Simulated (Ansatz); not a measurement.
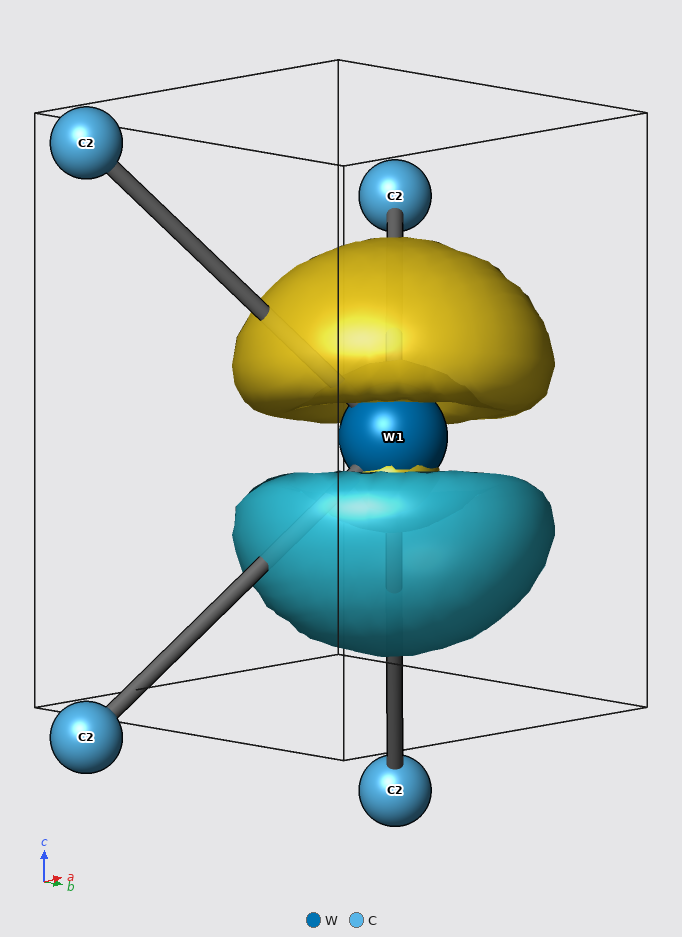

WC: one atom of the 2-atom cell (and its periodic copies) was moved a little. Density after less density before, yellow at +0.3 and cyan at −0.3 e/Å³, seen at an oblique angle; cell a = 2.91 Å, b = 2.91 Å, c = 2.84 Å, α = 90.00°, β = 90.00°, γ = 120.00°. The lobes lie largely inside the PAW sphere, where the density is a smoothed one.

Space group P-6m2; the calculation finds a residual pressure of about 8 GPa at this fixed cell.

Theory: DFT PBE, scalar-relativistic, plane waves, PAW in Ansatz 0.2.0.

> Find the displaced atom and its direction.

W1 moved towards the yellow lobe, upwards in the picture. In the run the shift was 0.10 Å along [0 0 1] in the axes of the cell drawn.

> What restoring force does the calculation give for this move?

The force on it changes by 1.47 eV/Å along the move, against it: a stiffness of about 15 eV/Å² for this sublattice shift.

Run times: 40 s (moved atom) and 36 s (base cell), on 1 thread of Arm Neoverse N1 (shared host).
